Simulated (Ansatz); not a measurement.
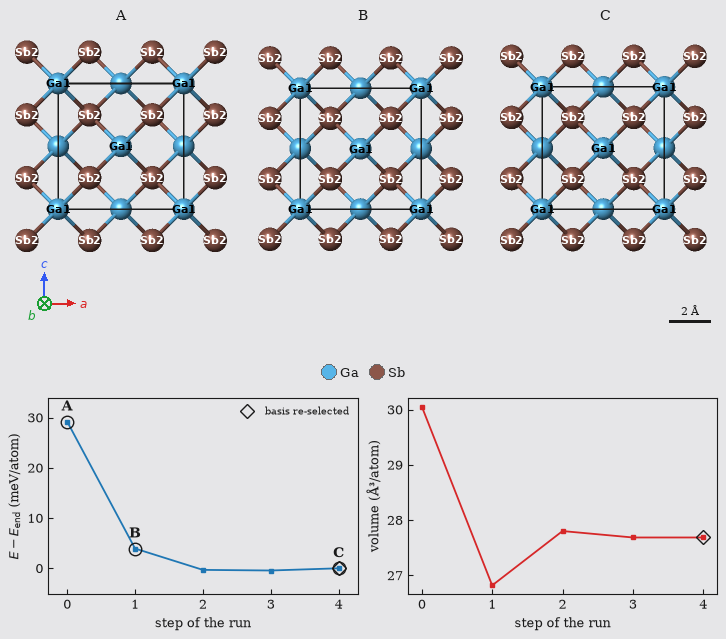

Frames of a relaxation of crystalline GaSb (built on the zincblende type), marked on the history of the run. The picture is a ball-and-stick view of the conventional cell (4 times the calculation's cell), seen along the b axis. Lengths and directions refer to the drawn axes.

Method: DFT, LDA, plane waves, PAW in Ansatz 0.2.0.

The input:
```yaml
crystal:
  lattice:
    - [0.0, 3.1090646227, 3.1090646227]
    - [3.1090646227, 0.0, 3.1090646227]
    - [3.1090646227, 3.1090646227, 0.0]
  atoms:
    - { symbol: Ga, position: [0.0, 0.0, 0.0] }
    - { symbol: Sb, position: [0.25, 0.25, 0.25] }
kpoints:
  mp_grid: { grid: [6, 6, 6] }
hamiltonian:
  xc: lda
scf:
  occupations: { method: fermi_dirac, width: 0.02 }
relax:
  f_tol: 0.005
  cell: {}
```

Launched with:
```bash
ansatz run input.yaml --threads 4 --pin off --max-ram 7372MiB --backend cpu --events-out ev --progress --plain --runs-dir out
```

**What happens along the run?**

The energy falls by 29.2 meV per atom in 3 accepted moves (4 points after the start). All forces vanish by symmetry, so only the cell relaxes. Pressure: −3.71 GPa at the start and −0.04 GPa at the end. The SCF was repeated once at an unchanged geometry on a basis and grid sized afresh for the cell, which shifted the energy by 0.4 meV per atom at most. No atom moves by more than 0.005 Å relative to the cell. The drawn cell changes as follows: a = b = c 6.218 → 6.050 Å (−2.7 %); the volume changes by −7.9 %. Near-neighbour distances that change, for instance: Ga1–Sb2 2.693 → 2.620 Å. The space group stays F-43m (No. 216). Cost: 2.3 s on 4 threads of Arm Neoverse V1, with other jobs on the host, peak memory 0.34 GiB. From step 0 to 1: volume −10.8 %, energy −25.3 meV per atom. From step 1 to 4: volume +3.2 %, energy −3.9 meV per atom.

```
step  E − E(0), meV/atom  pressure, GPa  volume, Å³/atom                      note
   0                0.00          -3.71           30.053                          
   1              -25.27           1.82           26.819                          
   2              -29.53          -0.24           27.802                          
   3              -29.65          -0.04           27.686                          
   4              -29.21          -0.04           27.686  same geometry, new basis
```
